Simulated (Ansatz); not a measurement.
# AlGa$_{2}$N$_{3}$: geometry relaxation (part 1 of 2)

AlGa$_{2}$N$_{3}$ (6 atoms in the cell), computed with DFT, PBE, plane waves, PAW, no spin polarisation (Ansatz 0.2.0).

The structure was built on a prototype by a generator; it need not be a known phase. Figures and captions count atoms from 1; the log counts them from 0 in places.

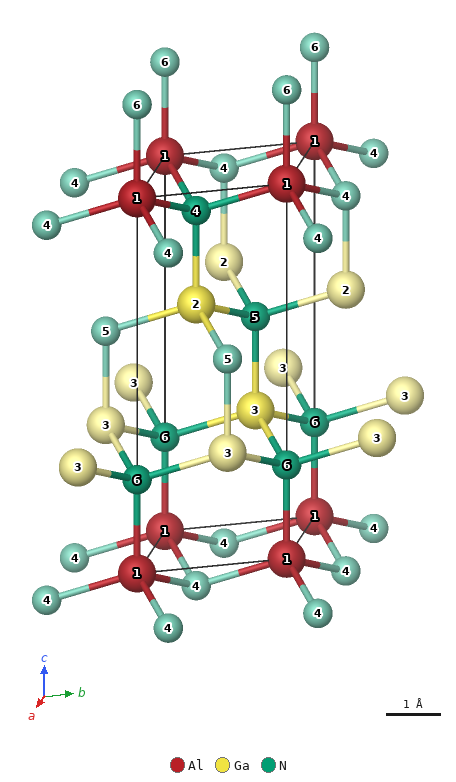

**Figure 1.** The starting structure (ball-and-stick view of the cell of the calculation, seen slightly off an axis; neighbours outside the cell are drawn fainter; atoms are numbered from 1 in the order of the input). An atom can appear more than once, as a periodic image. Near neighbours in the periodic cell (some may lie outside the picture): Al has 4 N at 1.81 Å; Ga has 4 N at 1.81 Å; N has 3 Al at 1.81 Å and 1 Ga at 1.81 Å; N has 4 Ga at 1.81 Å; N has 1 Al at 1.81 Å and 3 Ga at 1.81 Å.

## Results in brief

| quantity | value |
| --- | --- |
| outcome | converged |
| space group (tolerance 0.01 Å) | P3m1 (156) |
| electrons treated | 44 |
| free energy | −9259.9920 eV |
| Fermi energy | 9.671 eV |
| pressure | 0.01 GPa |
| final volume | 68.35 Å³ |
| largest force (length of the vector) at the end | 0.001 eV/Å |
| final cell | a = 3.182 Å, b = 3.182 Å, c = 7.795 Å, α = 90.00°, β = 90.00°, γ = 120.00° |
| hardware | 4 threads of Intel Xeon @ 2.50GHz (Skylake/Cascade Lake), 189 GiB of memory available, shared host |
| wall time | 50 s (CPU time 3 min) |
| peak memory | 0.46 GiB |

## Input
```yaml
crystal:
  lattice:
    - [2.9556631899, 0.0, 0.0]
    - [-1.4778315949, 2.5596794074, 0.0]
    - [0.0, 0.0, 7.2398666667]
  atoms:
    - { symbol: Al, position: [0.0, 0.0, 0.0] }
    - { symbol: Ga, position: [0.6666666667, 0.3333333333, 0.6666666667] }
    - { symbol: Ga, position: [0.3333333333, 0.6666666667, 0.3333333333] }
    - { symbol: "N", position: [0.6666666667, 0.3333333333, 0.9166666667] }
    - { symbol: "N", position: [0.3333333333, 0.6666666667, 0.5833333333] }
    - { symbol: "N", position: [0.0, 0.0, 0.25] }
kpoints:
  mp_grid: { grid: [12, 12, 4] }
hamiltonian:
  xc: pbe
scf:
  occupations: { method: fermi_dirac, width: 0.02 }
relax:
  f_tol: 0.005
  cell: {}
```

Command:
```bash
ansatz run input.yaml --threads 4 --pin off --max-ram 6451MiB --backend cpu --events-out ev --progress --plain --runs-dir out
```

## The program's output
```
Engine: ansatz 0.2.0, x86_64-unknown-linux-gnu
Pseudopotentials: kind: paw
Pseudopotential: Al, paw, valence charge 3, recommended cutoff 420 eV (normal), Al.paw.azcp
Pseudopotential: Ga, paw, valence charge 13, recommended cutoff 420 eV (normal), Ga.paw.azcp
Pseudopotential: N, paw, valence charge 5, recommended cutoff 420 eV (normal), N.paw.azcp
Functional definition: PBE
  parameter kappa = 0.804
  parameter beta = 0.06672455060314922
  exchange = pbe_x(kappa = kappa, mu = beta*pi^2/3)
  correlation = pbe_c(beta = beta)
Crystal: 6 atoms, lattice volume = 54.774 Å³
Basis set: ecut = 420 eV, 1057 PW (Γ), exchange–correlation on 40×40×100 points (8 copies of the dense FFT grid, shifted against one another)
Bands: 28, of which v1, the nominal top of the filled ones, is band 22 counted from 1 (21 counted from 0)
Symmetry: 6 space group operations
Space group: P3m1 (ITA 156), of the structure as read, at distance tolerance 3.8e-5 Å
k-points: 69 of 576 (time reversal used)
Non-local potential: Al, projectors of the file, l = 0: 2, l = 1: 2, l = 2: 1
Non-local potential: Ga, projectors of the file, l = 0: 2, l = 1: 2, l = 2: 3, l = 3: 1
Non-local potential: N, projectors of the file, l = 0: 2, l = 1: 2, l = 2: 1
PAW form: soft (Blöchl's): semilocal exchange-correlation on the pseudo side does not see the compensation charge
PAW one-centre angular grid: Al, 110 points (default); XC on 64 Gauss nodes
PAW one-centre angular grid: Ga, 590 points (default); XC on 64 Gauss nodes
PAW one-centre angular grid: N, 110 points (default); XC on 64 Gauss nodes
Initial density: superposition of atomic densities (neutral atoms: chi_scale 0, normalization atom), corrected by the library's trained network
Initial wavefunctions: pseudopotential atomic-orbital guess
Functional: x = pbe(κ = 0.804, μ = 0.2195149727645171), c = pbe(β = 0.06672455060314922)
SCF iter   1: F=—  HF=-9257.697240 eV  |F-HF|=—  |Δ(HF+E_count)|=         —  Δρ=3.05e-3  dr2=2.36e-2  ethr=1.77e-3  ⟨swp⟩=6.3  Hψ=8661  notcnv=0
preconditioner: auto → Resta (q_TF=auto, 2.630 Å⁻¹)  ε∞=4.6  [insulator: Δε(μ)=3.266 eV  Ē_g=17.584 eV  σ=0.020 eV  W_gap=1.00  n_scr=24 (ndim 8)  ℏωp=33.3 eV  f_vac=0.000  D(μ)=0.00/eV (n_scr^D=0)  ε∞_Penn≈4.6]
SCF iter   2: F=—  HF=-9257.692492 eV  |F-HF|=—  |Δ(HF+E_count)|=   4.75e-3  Δρ=1.59e-3  dr2=5.19e-3  ethr=5.37e-5  ⟨swp⟩=2.1  Hψ=3089  notcnv=0  defer=92
SCF iter   3: F=—  HF=-9257.691188 eV  |F-HF|=—  |Δ(HF+E_count)|=   1.30e-3  Δρ=7.35e-4  dr2=8.64e-4  ethr=1.18e-5  ⟨swp⟩=3.0  Hψ=3611  notcnv=0  defer=92
SCF iter   4: F=—  HF=-9257.690927 eV  |F-HF|=—  |Δ(HF+E_count)|=   2.60e-4  Δρ=3.80e-4  dr2=8.73e-5  ethr=1.96e-6  ⟨swp⟩=2.0  Hψ=3479  notcnv=0  defer=92
SCF iter   5: F=—  HF=-9257.691026 eV  |F-HF|=—  |Δ(HF+E_count)|=   9.81e-5  Δρ=1.54e-4  dr2=1.43e-5  ethr=1.98e-7  ⟨swp⟩=2.0  Hψ=3331  notcnv=0  defer=92
SCF iter   6: F=—  HF=-9257.691023 eV  |F-HF|=—  |Δ(HF+E_count)|=   2.67e-6  Δρ=3.80e-5  dr2=6.23e-7  ethr=3.25e-8  ⟨swp⟩=2.0  Hψ=3215  notcnv=0  defer=92
SCF iter   7: F=-9257.691023 eV  HF=-9257.691023 eV  |F-HF|=4.88e-8  |Δ(HF+E_count)|=   2.28e-7  Δρ=1.38e-5  dr2=8.54e-8  ethr=2.27e-10  ⟨swp⟩=4.6  Hψ=6834  notcnv=0
SCF 1 converged in 7 iterations: F = -9257.691023 eV  dr2 = 8.54e-8
  greatest PAW one-centre occupation: 0.996 electrons in one spin orbital (limit 2), on the Ga atom at site 1 (counted from 0), in its partial waves of l = 2
relax step   1: F+E_penalty+E_count = -9257.69102302 eV  Δ(F+E_penalty+E_count) = +0.000e0 eV  max|allowed force component| = 1.667e0 eV/Å  Δτ_max = 0.0000 Å  P = +63.866 GPa  Ω = 54.774 Å³  (7 SCF iters, dr2 threshold 1.00e-7 eV, accepted)
Crystal: 6 atoms, lattice volume = 61.024 Å³
Basis set: ecut = 420 eV, 1213 PW (Γ), exchange–correlation on 40×40×100 points (8 copies of the dense FFT grid, shifted against one another)
Initial density: handed on by an earlier stage of this run
Initial wavefunctions: those handed on with the density
iter 1 solved again at ethr=1.20e-3 eV; its pass at ethr=3.10e-3 eV (dr2=5.30e-1 eV) is discarded
SCF iter   1: F=—  HF=-9259.558672 eV  |F-HF|=—  |Δ(HF+E_count)|=         —  Δρ=2.86e-2  dr2=5.34e-1  ethr=1.20e-3  ⟨swp⟩=1.0  Hψ=11853  notcnv=0
preconditioner: auto → Resta (q_TF=auto, 2.584 Å⁻¹)  ε∞=4.6  [insulator: Δε(μ)=2.742 eV  Ē_g=16.655 eV  σ=0.020 eV  W_gap=1.00  n_scr=24 (ndim 8)  ℏωp=31.5 eV  f_vac=0.000  D(μ)=0.00/eV (n_scr^D=0)  ε∞_Penn≈4.6]
SCF iter   2: F=—  HF=-9259.408113 eV  |F-HF|=—  |Δ(HF+E_count)|=   1.51e-1  Δρ=6.13e-3  dr2=2.43e-2  ethr=1.20e-3  ⟨swp⟩=2.0  Hψ=2958  notcnv=0
SCF iter   3: F=—  HF=-9259.408385 eV  |F-HF|=—  |Δ(HF+E_count)|=   2.72e-4  Δρ=3.43e-3  dr2=4.75e-3  ethr=5.53e-5  ⟨swp⟩=2.1  Hψ=3813  notcnv=0  defer=15
SCF iter   4: F=—  HF=-9259.410279 eV  |F-HF|=—  |Δ(HF+E_count)|=   1.89e-3  Δρ=8.75e-4  dr2=4.09e-4  ethr=1.08e-5  ⟨swp⟩=2.4  Hψ=3517  notcnv=0  defer=15
SCF iter   5: F=—  HF=-9259.410393 eV  |F-HF|=—  |Δ(HF+E_count)|=   1.14e-4  Δρ=3.25e-4  dr2=5.64e-5  ethr=9.30e-7  ⟨swp⟩=2.0  Hψ=3428  notcnv=0  defer=15
SCF iter   6: F=—  HF=-9259.410417 eV  |F-HF|=—  |Δ(HF+E_count)|=   2.44e-5  Δρ=1.16e-4  dr2=7.51e-6  ethr=1.28e-7  ⟨swp⟩=2.0  Hψ=3435  notcnv=0  defer=15
SCF iter   7: F=—  HF=-9259.410420 eV  |F-HF|=—  |Δ(HF+E_count)|=   2.57e-6  Δρ=4.68e-5  dr2=1.17e-6  ethr=1.71e-8  ⟨swp⟩=2.1  Hψ=3235  notcnv=0  defer=15
SCF iter   8: F=-9259.410420 eV  HF=-9259.410420 eV  |F-HF|=1.79e-8  |Δ(HF+E_count)|=   1.54e-7  Δρ=1.33e-5  dr2=8.63e-8  ethr=1.36e-9  ⟨swp⟩=5.0  Hψ=7480  notcnv=0
SCF 2 converged in 8 iterations: F = -9259.410420 eV  dr2 = 8.63e-8
relax step   2: F+E_penalty+E_count = -9259.41042001 eV  Δ(F+E_penalty+E_count) = -1.719e0 eV  max|allowed force component| = 5.353e-1 eV/Å  Δτ_max = 0.0332 Å  P = +25.089 GPa  Ω = 61.024 Å³  energy of the carried Pulay correction = -2.081e-2 eV  (8 SCF iters, dr2 threshold 6.00e-7 eV, accepted)
Crystal: 6 atoms, lattice volume = 65.893 Å³
Basis set: ecut = 420 eV, 1261 PW (Γ), exchange–correlation on 40×40×100 points (8 copies of the dense FFT grid, shifted against one another)
iter 1 solved again at ethr=5.06e-4 eV; its pass at ethr=3.10e-3 eV (dr2=2.23e-1 eV) is discarded
SCF iter   1: F=—  HF=-9259.909592 eV  |F-HF|=—  |Δ(HF+E_count)|=         —  Δρ=1.76e-2  dr2=2.26e-1  ethr=5.06e-4  ⟨swp⟩=1.3  Hψ=11204  notcnv=0
preconditioner: auto → Resta (q_TF=auto, 2.551 Å⁻¹)  ε∞=4.6  [insulator: Δε(μ)=2.263 eV  Ē_g=16.069 eV  σ=0.020 eV  W_gap=1.00  n_scr=24 (ndim 8)  ℏωp=30.3 eV  f_vac=0.000  D(μ)=0.00/eV (n_scr^D=0)  ε∞_Penn≈4.6]
SCF iter   2: F=—  HF=-9259.847084 eV  |F-HF|=—  |Δ(HF+E_count)|=   6.25e-2  Δρ=3.55e-3  dr2=8.75e-3  ethr=5.06e-4  ⟨swp⟩=2.0  Hψ=2958  notcnv=0
SCF iter   3: F=—  HF=-9259.847736 eV  |F-HF|=—  |Δ(HF+E_count)|=   6.52e-4  Δρ=2.19e-3  dr2=2.32e-3  ethr=1.99e-5  ⟨swp⟩=2.0  Hψ=3759  notcnv=0
SCF iter   4: F=—  HF=-9259.848658 eV  |F-HF|=—  |Δ(HF+E_count)|=   9.22e-4  Δρ=4.51e-4  dr2=1.15e-4  ethr=5.28e-6  ⟨swp⟩=2.6  Hψ=3537  notcnv=0
SCF iter   5: F=—  HF=-9259.848841 eV  |F-HF|=—  |Δ(HF+E_count)|=   1.82e-4  Δρ=2.03e-4  dr2=1.98e-5  ethr=2.62e-7  ⟨swp⟩=2.0  Hψ=3437  notcnv=0
SCF iter   6: F=—  HF=-9259.848848 eV  |F-HF|=—  |Δ(HF+E_count)|=   7.40e-6  Δρ=5.92e-5  dr2=2.21e-6  ethr=4.50e-8  ⟨swp⟩=2.0  Hψ=3450  notcnv=0
SCF iter   7: F=-9259.848850 eV  HF=-9259.848850 eV  |F-HF|=5.96e-8  |Δ(HF+E_count)|=   2.07e-6  Δρ=2.01e-5  dr2=2.51e-7  ethr=1.36e-9  ⟨swp⟩=5.0  Hψ=7196  notcnv=0
SCF 3 converged in 7 iterations: F = -9259.848850 eV  dr2 = 2.51e-7
  greatest PAW one-centre occupation: 0.995 electrons in one spin orbital (limit 2), on the Ga atom at site 1 (counted from 0), in its partial waves of l = 2
relax step   3: F+E_penalty+E_count = -9259.84885014 eV  Δ(F+E_penalty+E_count) = -4.384e-1 eV  max|allowed force component| = 1.217e-1 eV/Å  Δτ_max = 0.0138 Å  P = +5.325 GPa  Ω = 65.893 Å³  energy of the carried Pulay correction = -3.554e-2 eV  (7 SCF iters, dr2 threshold 6.00e-7 eV, accepted)
Crystal: 6 atoms, lattice volume = 67.343 Å³
iter 1 solved again at ethr=3.58e-5 eV; its pass at ethr=3.10e-3 eV (dr2=1.58e-2 eV) is discarded
SCF iter   1: F=—  HF=-9259.876077 eV  |F-HF|=—  |Δ(HF+E_count)|=         —  Δρ=4.61e-3  dr2=1.60e-2  ethr=3.58e-5  ⟨swp⟩=2.5  Hψ=11028  notcnv=0
preconditioner: auto → Resta (q_TF=auto, 2.541 Å⁻¹)  ε∞=4.6  [insulator: Δε(μ)=2.198 eV  Ē_g=15.928 eV  σ=0.020 eV  W_gap=1.00  n_scr=24 (ndim 8)  ℏωp=30.0 eV  f_vac=0.000  D(μ)=0.00/eV (n_scr^D=0)  ε∞_Penn≈4.6]
SCF iter   2: F=—  HF=-9259.871656 eV  |F-HF|=—  |Δ(HF+E_count)|=   4.42e-3  Δρ=9.51e-4  dr2=6.49e-4  ethr=3.58e-5  ⟨swp⟩=2.0  Hψ=2956  notcnv=0
SCF iter   3: F=—  HF=-9259.871737 eV  |F-HF|=—  |Δ(HF+E_count)|=   8.12e-5  Δρ=6.04e-4  dr2=1.78e-4  ethr=1.48e-6  ⟨swp⟩=2.0  Hψ=2846  notcnv=0
SCF iter   4: F=—  HF=-9259.871983 eV  |F-HF|=—  |Δ(HF+E_count)|=   2.45e-4  Δρ=1.46e-4  dr2=1.08e-5  ethr=4.04e-7  ⟨swp⟩=2.2  Hψ=3230  notcnv=0
SCF iter   5: F=—  HF=-9259.871979 eV  |F-HF|=—  |Δ(HF+E_count)|=   3.79e-6  Δρ=6.48e-5  dr2=1.95e-6  ethr=2.45e-8  ⟨swp⟩=2.0  Hψ=3492  notcnv=0
SCF iter   6: F=-9259.871980 eV  HF=-9259.871980 eV  |F-HF|=1.79e-7  |Δ(HF+E_count)|=   8.00e-7  Δρ=2.00e-5  dr2=2.53e-7  ethr=1.36e-9  ⟨swp⟩=5.0  Hψ=8231  notcnv=0
SCF 4 converged in 6 iterations: F = -9259.871980 eV  dr2 = 2.53e-7
  greatest PAW one-centre occupation: 0.995 electrons in one spin orbital (limit 2), on the Ga atom at site 2 (counted from 0), in its partial waves of l = 2
relax step   4: F+E_penalty+E_count = -9259.87197973 eV  Δ(F+E_penalty+E_count) = -2.313e-2 eV  max|allowed force component| = 2.295e-2 eV/Å  Δτ_max = 0.0038 Å  P = +0.644 GPa  Ω = 67.343 Å³  energy of the carried Pulay correction = -3.970e-2 eV  (6 SCF iters, dr2 threshold 6.00e-7 eV, accepted)
Crystal: 6 atoms, lattice volume = 67.554 Å³
Basis set: ecut = 420 eV, 1333 PW (Γ), exchange–correlation on 40×40×100 points (8 copies of the dense FFT grid, shifted against one another)
iter 1 solved again at ethr=8.09e-7 eV; its pass at ethr=3.10e-3 eV (dr2=3.56e-4 eV) is discarded
SCF iter   1: F=—  HF=-9259.871755 eV  |F-HF|=—  |Δ(HF+E_count)|=         —  Δρ=6.91e-4  dr2=3.60e-4  ethr=8.09e-7  ⟨swp⟩=2.3  Hψ=9873  notcnv=0
preconditioner: auto → Resta (q_TF=auto, 2.540 Å⁻¹)  ε∞=4.5  [insulator: Δε(μ)=2.203 eV  Ē_g=15.915 eV  σ=0.020 eV  W_gap=1.00  n_scr=24 (ndim 8)  ℏωp=30.0 eV  f_vac=0.000  D(μ)=0.00/eV (n_scr^D=0)  ε∞_Penn≈4.5]
SCF iter   2: F=—  HF=-9259.871827 eV  |F-HF|=—  |Δ(HF+E_count)|=   7.19e-5  Δρ=1.70e-4  dr2=2.19e-5  ethr=8.09e-7  ⟨swp⟩=2.0  Hψ=2541  notcnv=0
SCF iter   3: F=—  HF=-9259.871829 eV  |F-HF|=—  |Δ(HF+E_count)|=   2.15e-6  Δρ=9.87e-5  dr2=5.35e-6  ethr=4.98e-8  ⟨swp⟩=2.1  Hψ=2904  notcnv=0
SCF iter   4: F=-9259.871831 eV  HF=-9259.871831 eV  |F-HF|=5.93e-7  |Δ(HF+E_count)|=   1.89e-6  Δρ=2.75e-5  dr2=4.94e-7  ethr=1.36e-9  ⟨swp⟩=4.0  Hψ=9771  notcnv=0
SCF 5 converged in 4 iterations: F = -9259.871831 eV  dr2 = 4.94e-7
relax step   5: F+E_penalty+E_count = -9259.87183057 eV  Δ(F+E_penalty+E_count) = +1.492e-4 eV  max|allowed force component| = 1.211e-2 eV/Å  Δτ_max = 0.0016 Å  P = +0.002 GPa  Ω = 67.554 Å³  energy of the carried Pulay correction = -4.030e-2 eV  (4 SCF iters, dr2 threshold 6.00e-7 eV, accepted)
Crystal: 6 atoms, lattice volume = 67.557 Å³
iter 1 solved again at ethr=1.03e-8 eV; its pass at ethr=3.10e-3 eV (dr2=4.53e-6 eV) is discarded
SCF iter   1: F=—  HF=-9259.871684 eV  |F-HF|=—  |Δ(HF+E_count)|=         —  Δρ=1.31e-4  dr2=5.48e-6  ethr=1.03e-8  ⟨swp⟩=3.0  Hψ=11187  notcnv=0
preconditioner: auto → Resta (q_TF=auto, 2.540 Å⁻¹)  ε∞=4.5  [insulator: Δε(μ)=2.209 eV  Ē_g=15.917 eV  σ=0.020 eV  W_gap=1.00  n_scr=24 (ndim 8)  ℏωp=30.0 eV  f_vac=0.000  D(μ)=0.00/eV (n_scr^D=0)  ε∞_Penn≈4.5]
SCF iter   2: F=—  HF=-9259.871854 eV  |F-HF|=—  |Δ(HF+E_count)|=   1.70e-4  Δρ=6.81e-5  dr2=1.63e-6  ethr=1.03e-8  ⟨swp⟩=2.0  Hψ=3310  notcnv=0
SCF iter   3: F=—  HF=-9259.871854 eV  |F-HF|=—  |Δ(HF+E_count)|=   1.99e-7  Δρ=2.09e-5  dr2=2.63e-7  ethr=3.72e-9  ⟨swp⟩=2.7  Hψ=3429  notcnv=0
SCF iter   4: F=-9259.871854 eV  HF=-9259.871854 eV  |F-HF|=2.22e-9  |Δ(HF+E_count)|=   8.17e-8  Δρ=6.47e-6  dr2=2.60e-8  ethr=1.27e-10  ⟨swp⟩=3.4  Hψ=8864  notcnv=0
SCF 6 converged in 4 iterations: F = -9259.871854 eV  dr2 = 2.60e-8
relax step   6: F+E_penalty+E_count = -9259.87185368 eV  Δ(F+E_penalty+E_count) = -2.311e-5 eV  max|allowed force component| = 3.680e-3 eV/Å  Δτ_max = 0.0007 Å  P = -0.006 GPa  Ω = 67.557 Å³  energy of the carried Pulay correction = -4.031e-2 eV  (4 SCF iters, dr2 threshold 5.61e-8 eV, accepted)
Basis set: ecut = 420 eV, 1333 PW (Γ), exchange–correlation on 48×48×108 points (8 copies of the dense FFT grid, shifted against one another)
Initial wavefunctions: pseudopotential atomic-orbital guess (no wavefunctions were taken with the density)
iter 1 solved again at ethr=1.68e-6 eV; its pass at ethr=3.10e-3 eV (dr2=7.38e-4 eV) is discarded
SCF iter   1: F=—  HF=-9259.968905 eV  |F-HF|=—  |Δ(HF+E_count)|=         —  Δρ=2.85e-3  dr2=6.56e-4  ethr=1.68e-6  ⟨swp⟩=2.1  Hψ=12167  notcnv=0
preconditioner: auto → Resta (q_TF=auto, 2.540 Å⁻¹)  ε∞=4.5  [insulator: Δε(μ)=2.224 eV  Ē_g=15.920 eV  σ=0.020 eV  W_gap=1.00  n_scr=24 (ndim 8)  ℏωp=30.0 eV  f_vac=0.000  D(μ)=0.00/eV (n_scr^D=0)  ε∞_Penn≈4.5]
SCF iter   2: F=—  HF=-9259.982092 eV  |F-HF|=—  |Δ(HF+E_count)|=   1.32e-2  Δρ=1.40e-3  dr2=1.23e-4  ethr=1.49e-6  ⟨swp⟩=2.0  Hψ=3180  notcnv=0
SCF iter   3: F=—  HF=-9259.986153 eV  |F-HF|=—  |Δ(HF+E_count)|=   4.06e-3  Δρ=5.23e-4  dr2=1.72e-5  ethr=2.79e-7  ⟨swp⟩=2.3  Hψ=2693  notcnv=0
SCF iter   4: F=—  HF=-9259.986650 eV  |F-HF|=—  |Δ(HF+E_count)|=   4.96e-4  Δρ=3.36e-5  dr2=2.90e-7  ethr=3.90e-8  ⟨swp⟩=2.0  Hψ=3450  notcnv=0
SCF iter   5: F=—  HF=-9259.986649 eV  |F-HF|=—  |Δ(HF+E_count)|=   1.36e-6  Δρ=1.47e-5  dr2=5.19e-8  ethr=6.60e-10  ⟨swp⟩=2.0  Hψ=3443  notcnv=0
SCF iter   6: F=—  HF=-9259.986649 eV  |F-HF|=—  |Δ(HF+E_count)|=   4.42e-7  Δρ=2.94e-6  dr2=6.29e-9  ethr=1.18e-10  ⟨swp⟩=2.9  Hψ=3450  notcnv=0
SCF iter   7: F=—  HF=-9259.986649 eV  |F-HF|=—  |Δ(HF+E_count)|=   5.76e-9  Δρ=1.11e-6  dr2=1.12e-9  ethr=1.43e-11  ⟨swp⟩=2.0  Hψ=2591  notcnv=0
SCF iter   8: F=—  HF=-9259.986649 eV  |F-HF|=—  |Δ(HF+E_count)|=  9.02e-10  Δρ=3.94e-7  dr2=1.00e-10  ethr=2.54e-12  ⟨swp⟩=2.0  Hψ=3450  notcnv=0
SCF iter   9: F=-9259.986649 eV  HF=-9259.986649 eV  |F-HF|=3.64e-12  |Δ(HF+E_count)|=  3.64e-12  Δρ=1.42e-7  dr2=1.03e-11  ethr=1.00e-12  ⟨swp⟩=4.0  Hψ=6747  notcnv=0
SCF 7 converged in 9 iterations: F = -9259.986649 eV  dr2 = 1.03e-11
relax step   7: F+E_penalty+E_count = -9259.98664895 eV  Δ(F+E_penalty+E_count) = -1.148e-1 eV  max|allowed force component| = 4.642e-3 eV/Å  Δτ_max = 0.0000 Å  P = +2.149 GPa  Ω = 67.557 Å³  stress off target by 2.18e0 GPa  SCF on the basis re-selected at this cell (its energy is not comparable with the rows above)  (9 SCF iters)
basis re-selected at this cell: Δ(F+E_penalty+E_count) = -1.148e-1 eV, ΔP = +2.155 GPa vs the last step (what re-selecting the basis moved, of the pressure what is left beyond the Pulay correction that the steps carried, after the strain that the cell walked since its last selection, with what the two solves' SCF thresholds leave and, on support functions, any second-order correction that the steps lacked; it is no measure of the basis error at this ecutwfc). The dense FFT grid was sized anew with the basis: this SCF ran on 24×24×54 points, the steps before it on 20×20×50, so part of this shift can come from that change (see relax.cell in the input reference). This SCF's stress stands 2.18e0 GPa from its target on what of the cell is left free (relax.cell.stress_tol is 5.00e-2 GPa) and its largest allowed force component is 4.64e-3 eV/Å (relax.f_tol is 5.00e-3 eV/Å): not within both, so this SCF does not close the relaxation
```
